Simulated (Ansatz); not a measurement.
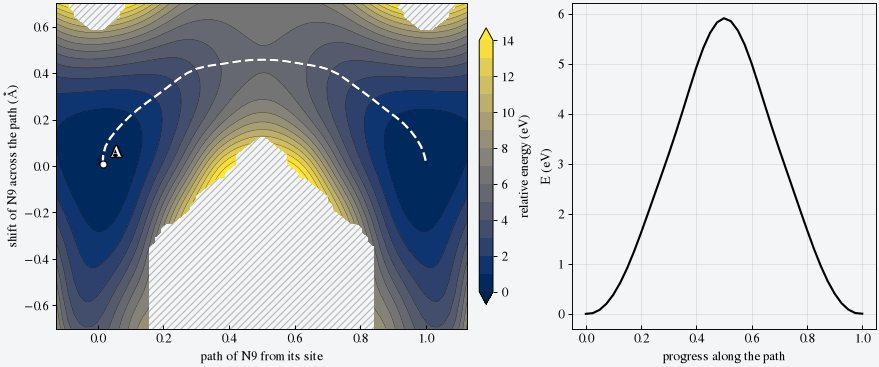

BN (P6_3mc phase) with one N vacancy (15 atoms in the cell, cell charge +3). An atom moved over a plane that holds its own site and a neighbouring vacancy (x along [−1 −1 −2], y along [1 −3 2], z along [−1 0 0] of the conventional cell). First axis: path of N9 from its site (0) to the vacancy (1), 2.554 Å. Second axis: shift of N9 across the path, along the Cartesian direction [2 1 0]. Nothing is relaxed (all other atoms held at the sites of the perfect crystal). The scan uses an 11 × 9 grid; 52 points were computed and 26 follow by symmetry. At 21 points there is no value (left out of the scan, as a rule where atoms come close). Points are written as (first, second). Energies are in eV per cell, from the lowest grid point. The lowest point has no gap; 1 points of the grid have one on the k-mesh. The cell is charged on a uniform background, without a charge correction. These are results of Ansatz, DFT PBE, scalar-relativistic, plane waves, PAW, not measurements. Settings: cutoff 420 eV, k-mesh 6×6×6, gaussian smearing 0.05 eV, no spin polarisation.

The picture shows filled contours, a line along the lowest path, one colour for all values above the top of the scale, hatched blanks where no value was computed, the energy along the path at the right, the start A. Between grid points the surface is interpolated.

### Describe the path and its barrier.

The easiest path leads from the well at (0.000, 0.000 Å) [nearest 4 B at 1.57 Å] to a well of about the same depth at (1.000, 0.000 Å) [nearest 4 B at 1.57 Å]. Its highest point lies about 5.9 eV above the bottom of the first well on the interpolated surface, at about (0.50, 0.46 Å). This is the barrier on the constrained surface; relaxing the other coordinates would change it.

PAW datasets: the set soft_1.
